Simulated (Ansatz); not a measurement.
## Geometry relaxation, with input and output: PbTe

The run: geometry relaxation of PbTe (Fm-3m, 2 atoms in the cell). Method and program: DFT, PBE, all-electron LAPW, scalar-relativistic, no spin polarisation (Ansatz 0.2.0).

It belongs to a series of runs on one base structure; here: rocksalt relaxed under pressure, LAPW. Figures and captions count atoms from 1; the log counts them from 0 in places.

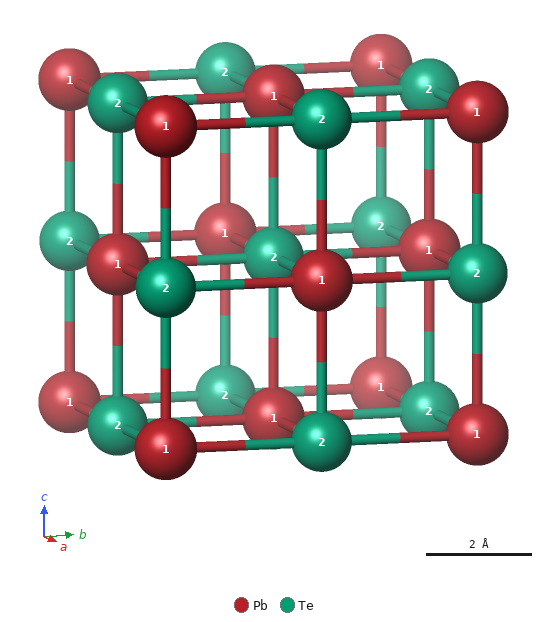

Fig. 1: The starting structure (ball-and-stick view of the cell 4 times as large as that of the calculation, set on its symmetry axes, seen slightly off an axis; atoms are numbered from 1 in the order of the input). Near neighbours in the crystal (not all of them lie inside the picture): Pb has 6 Te at 3.12 Å; Te has 6 Pb at 3.12 Å.

Input
```yaml
crystal:
  lattice:
    - [0.0, 3.1226151835, 3.1226151835]
    - [3.1226151835, 0.0, 3.1226151835]
    - [3.1226151835, 3.1226151835, 0.0]
  atoms:
    - { symbol: Pb, position: [0.0, 0.0, 0.0] }
    - { symbol: Te, position: [0.5, 0.5, 0.5] }
kpoints:
  mp_grid: { grid: [11, 11, 11] }
scf:
  occupations: { method: fermi_dirac, width: 0.1 }
hamiltonian:
  xc: pbe
  pseudopotentials: { kind: all_electron, lapw: { basis_error: 0.0005 } }
output:
  forces: true
  stress: true
  eigenvalues: true
relax:
  f_tol: 0.005
  max_steps: 12
  cell: { p_target: 8.2, stress_tol: 0.03 }
```

Launch command:
```bash
ansatz run input.yaml --threads 1 --pin off --max-ram 3584MiB --backend cpu --events-out ev --progress --plain --runs-dir out
```

The program's output
```
The last accepted step is kept in [file] (removed where the run ends without a failure and the disk answers)
LAPW: plane waves up to 7.753 Å⁻¹, error target 5.0e-4 eV per atom; small_component_spin mean_spin; Te in spheres of 1.488 Å, 24 of its electrons in bands, Dirac shells []; Pb in spheres of 1.541 Å, 36 of its electrons in bands, Dirac shells [] (how accurate: hamiltonian.pseudopotentials.lapw.basis_error, Limitations)
Engine: ansatz 0.2.0, x86_64-unknown-linux-gnu
Pseudopotentials: kind: all_electron
Pseudopotential: Pb, LAPW, valence charge 36, lapw/all_electron/scalar/gaussian/Pb, Koelling and Harmon's equation, gaussian nucleus
Pseudopotential: Te, LAPW, valence charge 24, lapw/all_electron/scalar/gaussian/Te, Koelling and Harmon's equation, gaussian nucleus
Functional definition: PBE
  parameter kappa = 0.804
  parameter beta = 0.06672455060314922
  exchange = pbe_x(kappa = kappa, mu = beta*pi^2/3)
  correlation = pbe_c(beta = beta)
Crystal: 2 atoms, lattice volume = 60.896 Å³
Basis set: ecut = 229.019570094515 eV, 531 PW (Γ), exchange–correlation at level 2
Bands: 36, of which v1, the nominal top of the filled ones, is band 30 counted from 1 (29 counted from 0)
Symmetry: 48 space group operations
Space group: Fm-3m (ITA 225), of the structure as read, at distance tolerance 3.9e-5 Å
k-points: 56 of 1331
Non-local potential: Pb, projectors of the file, none
Non-local potential: Te, projectors of the file, none
Initial density: superposition of atomic densities (chi_scale 0.1, normalization cell, long waves kept (reshape's long-wave potential 0.00 eV rms))
Initial wavefunctions: plane waves of lowest kinetic energy (no species holds an atomic orbital)
Functional: x = pbe(κ = 0.804, μ = 0.2195149727645171), c = pbe(β = 0.06672455060314922)
iter 1 solved again at ethr=5.17e-4 eV; its pass at ethr=1.00e-1 eV (dr2=3.10e-1 eV) is discarded
SCF iter   1: F=—  HF=-752951.636539 eV  |F-HF|=—  |Δ(HF+E_count)|=         —  Δρ=1.48e-2  dr2=3.11e-1  ethr=5.17e-4  ⟨swp⟩=2.6  Hψ=12543  notcnv=0
preconditioner: auto → none  [insulator: Δε(μ)=0.696 eV  Ē_g=16.419 eV  σ=0.100 eV  W_gap=0.94  n_scr=14 (ndim 8)  ℏωp=21.3 eV  f_vac=0.070  D(μ)=0.01/eV (n_scr^D=0)  ε∞_Penn≈2.7]
iter 2 solved again at ethr=1.18e-5 eV; its pass at ethr=5.17e-4 eV (dr2=7.06e-3 eV) is discarded
SCF iter   2: F=—  HF=-752951.557729 eV  |F-HF|=—  |Δ(HF+E_count)|=   7.88e-2  Δρ=3.88e-3  dr2=7.06e-3  ethr=1.18e-5  ⟨swp⟩=2.0  Hψ=10438  notcnv=0
SCF iter   3: F=—  HF=-752951.554540 eV  |F-HF|=—  |Δ(HF+E_count)|=   3.19e-3  Δρ=2.39e-3  dr2=4.72e-3  ethr=1.18e-5  ⟨swp⟩=2.2  Hψ=5977  notcnv=0
SCF iter   4: F=—  HF=-752951.555529 eV  |F-HF|=—  |Δ(HF+E_count)|=   9.90e-4  Δρ=1.07e-3  dr2=1.00e-3  ethr=7.86e-6  ⟨swp⟩=2.0  Hψ=5966  notcnv=0
SCF iter   5: F=—  HF=-752951.555644 eV  |F-HF|=—  |Δ(HF+E_count)|=   1.14e-4  Δρ=2.38e-4  dr2=4.56e-5  ethr=1.67e-6  ⟨swp⟩=2.1  Hψ=5972  notcnv=0
SCF iter   6: F=—  HF=-752951.555659 eV  |F-HF|=—  |Δ(HF+E_count)|=   1.48e-5  Δρ=3.55e-5  dr2=1.03e-6  ethr=7.60e-8  ⟨swp⟩=2.7  Hψ=6022  notcnv=0
SCF iter   7: F=-752951.555660 eV  HF=-752951.555660 eV  |F-HF|=2.71e-8  |Δ(HF+E_count)|=   1.16e-6  Δρ=4.92e-6  dr2=1.33e-8  ethr=1.71e-9  ⟨swp⟩=3.0  Hψ=6189  notcnv=0
SCF 1 converged in 7 iterations: F = -752951.555660 eV  dr2 = 1.33e-8
relax step   1: F+E_penalty+E_count = -752951.55565985 eV  Δ(F+E_penalty+E_count) = +0.000e0 eV  max|allowed force component| = 1.471e-30 eV/Å  Δτ_max = 0.0000 Å  P = +8.237 GPa  Ω = 60.896 Å³  (7 SCF iters, accepted)
Crystal: 2 atoms, lattice volume = 60.960 Å³
Basis set: ecut = 228.85772751156412 eV, 531 PW (Γ), exchange–correlation at level 2
Initial density: handed on by an earlier stage of this run
Initial wavefunctions: those handed on with the density
iter 1 solved again at ethr=1.81e-9 eV; its pass at ethr=1.00e-1 eV (dr2=1.09e-6 eV) is discarded
SCF iter   1: F=—  HF=-752951.558966 eV  |F-HF|=—  |Δ(HF+E_count)|=         —  Δρ=2.78e-5  dr2=1.19e-6  ethr=1.81e-9  ⟨swp⟩=4.6  Hψ=10274  notcnv=0
preconditioner: auto → none  [insulator: Δε(μ)=0.647 eV  Ē_g=16.632 eV  σ=0.100 eV  W_gap=0.92  n_scr=14 (ndim 8)  ℏωp=21.3 eV  f_vac=0.092  D(μ)=0.02/eV (n_scr^D=0)  ε∞_Penn≈2.6]
iter 2 solved again at ethr=5.02e-11 eV; its pass at ethr=1.81e-9 eV (dr2=3.01e-8 eV) is discarded
SCF iter   2: F=-752951.558966 eV  HF=-752951.558966 eV  |F-HF|=5.94e-8  |Δ(HF+E_count)|=   4.04e-7  Δρ=6.19e-6  dr2=3.01e-8  ethr=5.02e-11  ⟨swp⟩=2.0  Hψ=10131  notcnv=0
SCF 2 converged in 2 iterations: F = -752951.558966 eV  dr2 = 3.01e-8
relax step   2: F+E_penalty+E_count = -752951.55896569 eV  Δ(F+E_penalty+E_count) = -3.306e-3 eV  max|allowed force component| = 7.478e-31 eV/Å  Δτ_max = 0.0000 Å  P = +8.160 GPa  Ω = 60.960 Å³  (2 SCF iters, rejected (line search))
Crystal: 2 atoms, lattice volume = 60.926 Å³
Basis set: ecut = 228.9424370639654 eV, 531 PW (Γ), exchange–correlation at level 2
iter 1 solved again at ethr=5.08e-10 eV; its pass at ethr=1.00e-1 eV (dr2=3.05e-7 eV) is discarded
SCF iter   1: F=—  HF=-752951.557239 eV  |F-HF|=—  |Δ(HF+E_count)|=         —  Δρ=1.47e-5  dr2=3.23e-7  ethr=5.08e-10  ⟨swp⟩=4.6  Hψ=10248  notcnv=0
preconditioner: auto → none  [insulator: Δε(μ)=0.645 eV  Ē_g=16.635 eV  σ=0.100 eV  W_gap=0.92  n_scr=14 (ndim 8)  ℏωp=21.3 eV  f_vac=0.092  D(μ)=0.02/eV (n_scr^D=0)  ε∞_Penn≈2.6]
iter 2 solved again at ethr=2.97e-11 eV; its pass at ethr=5.08e-10 eV (dr2=1.78e-8 eV) is discarded
SCF iter   2: F=-752951.557239 eV  HF=-752951.557239 eV  |F-HF|=3.86e-8  |Δ(HF+E_count)|=   2.08e-7  Δρ=3.47e-6  dr2=1.78e-8  ethr=2.97e-11  ⟨swp⟩=2.0  Hψ=10127  notcnv=0
SCF 3 converged in 2 iterations: F = -752951.557239 eV  dr2 = 1.78e-8
relax step   3: F+E_penalty+E_count = -752951.55723853 eV  Δ(F+E_penalty+E_count) = -1.579e-3 eV  max|allowed force component| = 4.766e-31 eV/Å  Δτ_max = 0.0000 Å  P = +8.200 GPa  Ω = 60.926 Å³  (2 SCF iters, accepted)
iter 1 solved again at ethr=3.11e-11 eV; its pass at ethr=1.00e-1 eV (dr2=1.86e-8 eV) is discarded
SCF iter   1: F=—  HF=-752951.557239 eV  |F-HF|=—  |Δ(HF+E_count)|=         —  Δρ=3.47e-6  dr2=1.79e-8  ethr=3.11e-11  ⟨swp⟩=6.8  Hψ=12612  notcnv=0  reapply=8
preconditioner: auto → none  [insulator: Δε(μ)=0.646 eV  Ē_g=16.634 eV  σ=0.100 eV  W_gap=0.92  n_scr=14 (ndim 8)  ℏωp=21.3 eV  f_vac=0.092  D(μ)=0.02/eV (n_scr^D=0)  ε∞_Penn≈2.6]
SCF iter   2: F=-752951.557239 eV  HF=-752951.557239 eV  |F-HF|=3.38e-9  |Δ(HF+E_count)|=   5.79e-8  Δρ=1.34e-6  dr2=1.97e-9  ethr=2.98e-11  ⟨swp⟩=2.4  Hψ=5999  notcnv=0
SCF 4 converged in 2 iterations: F = -752951.557239 eV  dr2 = 1.97e-9
relax step   4: F+E_penalty+E_count = -752951.55723853 eV  Δ(F+E_penalty+E_count) = +5.821e-10 eV  max|allowed force component| = 6.903e-31 eV/Å  Δτ_max = 0.0000 Å  P = +8.200 GPa  Ω = 60.926 Å³  stress off target by 7.76e-5 GPa  SCF on the basis re-selected at this cell (its energy is not comparable with the rows above)  (2 SCF iters)
```

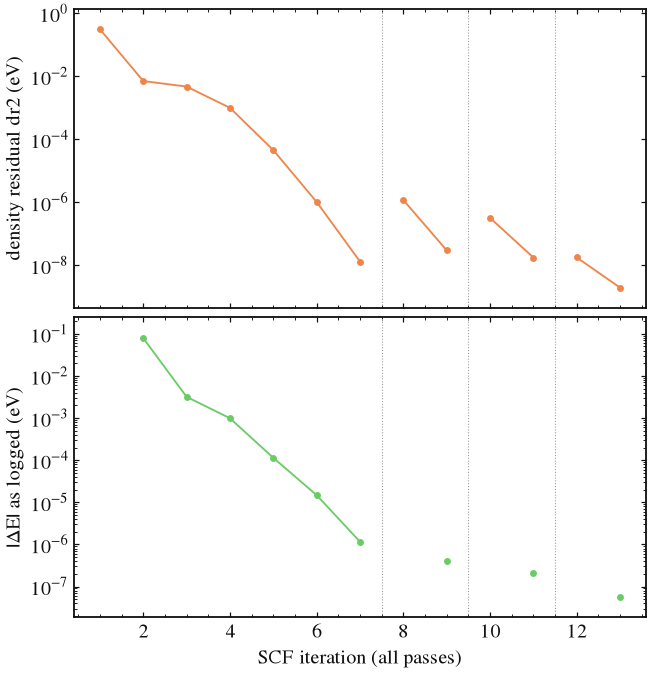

Fig. 2: Convergence of the self-consistent field: density residual dr2 and size of the energy change against the SCF iteration. The dotted lines part the SCF passes of the relaxation: geometry steps, rejected trials and re-solves on a re-selected basis. The passes take 7, 2, 2 and 2 iterations.

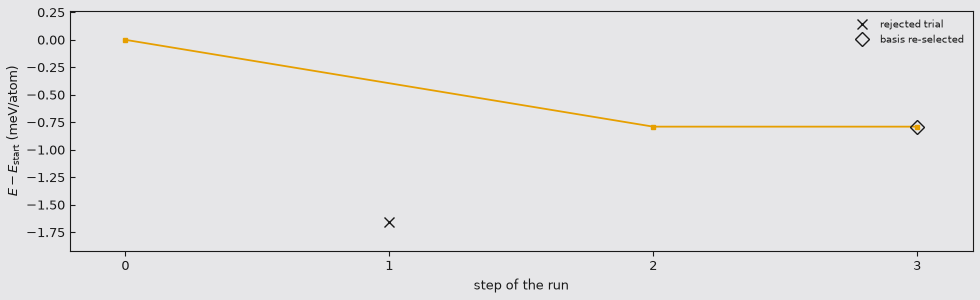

Fig. 3: Progress of the relaxation, step by step (the first geometry is step 0 here and step 1 in the log). Over 2 geometry steps the energy falls by 0.8 meV per atom. All forces vanish by symmetry, so only the cell relaxes. Pressure: 8.24 GPa at the start and 8.20 GPa at the end. The line search rejected the trial step at point 1 (counted from 0) and went back. No atom moves by more than 0.005 Å. The cell stays as it was. The space group stays Fm-3m (No. 225). A last SCF at the same geometry on a re-selected plane-wave basis shifts the energy by next to nothing (0.0 meV per atom).

```
basis re-selected at this cell: Δ(F+E_penalty+E_count) = +5.821e-10 eV, ΔP = -0.000 GPa vs the last step (what re-selecting the basis moved, after the strain that the cell walked since its last selection, with what the two solves' SCF thresholds leave and, on support functions, any second-order correction that the steps lacked; it is no measure of the basis error at this ecutwfc). This SCF's stress stands 7.76e-5 GPa from its target on what of the cell is left free (relax.cell.stress_tol is 3.00e-2 GPa) and its largest allowed force component is 6.90e-31 eV/Å (relax.f_tol is 5.00e-3 eV/Å): within both
SCF converged after 2 iterations
Free energy (F): -752951.557239 eV
Harris-Foulkes:  -752951.557239 eV  (|F-HF|=3.38e-9)
Internal energy: -752951.556325 eV  (E = F + TS)
E sigma→0 (E₀):  -752951.556782 eV
Entropy (-TS):   -0.000914 eV (-0.457 meV/atom)
Fermi energy:    14.190686 eV
--- Per-component energies (eV) ---
  E_band       = -3297.323514
  E_kinetic    = 850235.658994
  E_xc         = -15373.456691
  E_electrostatic = -1587813.758628  (all electrons and nuclei)
  E_smearing   = -0.000914  (= −TS)
  E_closure    = 0.000000  (closes the sum)
  E_atoms      = -752944.279139  (free atoms, spherical and without spin; not in F)
  Σ components = -752951.557239   (vs F -752951.557239, Δ=0.00e0)
  Basis errors (estimates in eV, not in F): energy 1.8e-4 per atom: plane waves 1.7e-4 (9.4e-5 summed), levels above the bands 8.2e-32, relativity 1.2e-8, radial functions 5.7e-6, core shells 7.2e-8; eigenvalues (radial functions only) 4.8e-7; not estimated: angular momenta, meshes, grids; target (lapw.basis_error) 5.0e-4; muffin-tin radii Te 1.488 Å, Pb 1.541 Å
--- Forces (eV/Å), atoms counted from 1 ---
  atom   1  Pb     0.00000000    -0.00000000     0.00000000
  atom   2  Te    -0.00000000     0.00000000    -0.00000000
  max |Σ_I F_I| component: 9.86e-31 eV/Å
--- Stress (GPa, compression-positive) ---
        8.199922      -0.000000      -0.000000
       -0.000000       8.199922      -0.000000
       -0.000000      -0.000000       8.199922
  P = ⅓ Tr σ = 8.1999 GPa (81.999 kbar)
--- Band table (eV; the first three rows and the last of 56) ---
  k-point 0: bands = ["-145.3163", "-125.6786", "-114.6972", "-114.6948", "-114.6948", "-114.6948", "-114.6928", "-114.6928", "-114.6928", "-95.3568", "-95.3568", "-95.3568", "-67.5248", "-67.5248", "-67.5248", "-22.7034", "-22.7034", "-22.6952", "-22.6952", "-22.6952", "-3.0669", "-3.0669", "-3.0501", "-3.0501", "-3.0501", "0.9403", "8.5630", "12.1089", "12.1089", "12.1089", "18.0477", "18.0477", "18.0477", "19.4407", "19.4407", "19.4407"]
  k-point 1: bands = ["-145.3163", "-125.6786", "-114.6972", "-114.6948", "-114.6948", "-114.6948", "-114.6928", "-114.6928", "-114.6928", "-95.3568", "-95.3568", "-95.3568", "-67.5248", "-67.5248", "-67.5248", "-22.7034", "-22.7034", "-22.6952", "-22.6952", "-22.6952", "-3.0686", "-3.0686", "-3.0499", "-3.0484", "-3.0484", "1.0220", "8.2095", "12.1330", "12.1330", "12.3392", "17.5252", "17.6387", "17.6387", "19.2872", "19.6187", "19.6187"]
  k-point 2: bands = ["-145.3163", "-125.6786", "-114.6972", "-114.6948", "-114.6948", "-114.6948", "-114.6928", "-114.6928", "-114.6928", "-95.3568", "-95.3568", "-95.3568", "-67.5248", "-67.5248", "-67.5248", "-22.7033", "-22.7033", "-22.6951", "-22.6950", "-22.6950", "-3.0739", "-3.0739", "-3.0494", "-3.0433", "-3.0433", "1.2632", "7.3874", "12.2077", "12.2077", "12.7976", "16.5918", "16.8220", "16.8220", "19.3075", "20.0932", "20.0932"]
  k-point 55: bands = ["-145.3163", "-125.6786", "-114.6972", "-114.6948", "-114.6948", "-114.6948", "-114.6928", "-114.6928", "-114.6928", "-95.3568", "-95.3568", "-95.3568", "-67.5248", "-67.5248", "-67.5248", "-22.7036", "-22.7028", "-22.6948", "-22.6945", "-22.6938", "-3.1431", "-3.0725", "-3.0430", "-3.0357", "-3.0119", "3.1956", "5.4477", "9.2238", "9.6215", "13.2026", "15.5559", "18.7434", "19.3366", "20.5361", "21.2664", "24.8604"]
--- Relaxed structure (3 steps of the walk, 2 accepted, 1 SCFs on fresh bases) ---
  F+E_penalty+E_count = -752951.55723853 eV   max|allowed force component| = 6.903e-31 eV/Å   (the final SCF, on the basis selected at the relaxed cell)
  cell:  # Å, volume = 60.9263 Å³
    - [-2.038148813158236e-34, 3.1231411595752, 3.1231411595752]
    - [3.1231411595752, -5.095372032895591e-34, 3.1231411595752]
    - [3.1231411595752, 3.1231411595752, -9.171669659212063e-34]
  atoms:
    - { symbol: Pb, position: [-1.7620908415434277e-48, 1.6160107717781696e-48, 2.035990972353287e-48] }
    - { symbol: Te, position: [0.5, 0.5, 0.5] }
```

Trajectory as extended XYZ (Å, eV, eV/Å), 4 frames, from step=1 to step=4
```
2
Lattice="0.0000 3.1226 3.1226 3.1226 0.0000 3.1226 3.1226 3.1226 0.0000" Properties=species:S:1:pos:R:3:forces:R:3 step=1 energy=-752951.55566 pressure_GPa=8.24
Pb    0.0000    0.0000    0.0000    0.0000   0.0000   0.0000
Te    3.1226    3.1226    3.1226    0.0000   0.0000   0.0000
2
Lattice="0.0000 3.1237 3.1237 3.1237 0.0000 3.1237 3.1237 3.1237 0.0000" Properties=species:S:1:pos:R:3:forces:R:3 step=2 energy=-752951.55897 pressure_GPa=8.16 accepted=F
Pb    0.0000    0.0000    0.0000    0.0000   0.0000   0.0000
Te    3.1237    3.1237    3.1237    0.0000   0.0000   0.0000
2
Lattice="0.0000 3.1231 3.1231 3.1231 0.0000 3.1231 3.1231 3.1231 0.0000" Properties=species:S:1:pos:R:3:forces:R:3 step=3 energy=-752951.55724 pressure_GPa=8.20
Pb    0.0000    0.0000    0.0000    0.0000   0.0000   0.0000
Te    3.1231    3.1231    3.1231    0.0000   0.0000   0.0000
2
Lattice="0.0000 3.1231 3.1231 3.1231 0.0000 3.1231 3.1231 3.1231 0.0000" Properties=species:S:1:pos:R:3:forces:R:3 step=4 energy=-752951.55724 pressure_GPa=8.20
Pb    0.0000    0.0000    0.0000    0.0000   0.0000   0.0000
Te    3.1231    3.1231    3.1231    0.0000   0.0000   0.0000
```

Key numbers

```csv
quantity,value
outcome,converged
space group (tolerance 0.01 Å),Fm-3m (225)
electrons in bands (core shells apart),60
free energy,−752951.5572 eV
Fermi energy,14.191 eV
pressure,8.20 GPa
final volume,60.93 Å³
largest force (length of the vector) at the end,under 0.001 eV/Å
final cell,"a = 4.417 Å, b = 4.417 Å, c = 4.417 Å, α = 60.00°, β = 60.00°, γ = 60.00°"
hardware,"1 thread of Intel Xeon (Granite Rapids), 32 GiB of memory available, shared host"
wall time,25 s
peak memory,0.49 GiB
```

Spin–orbit coupling is left out, which matters for Pb. The cell was relaxed to the target pressure of the input; what is minimised is then the enthalpy E + pV.
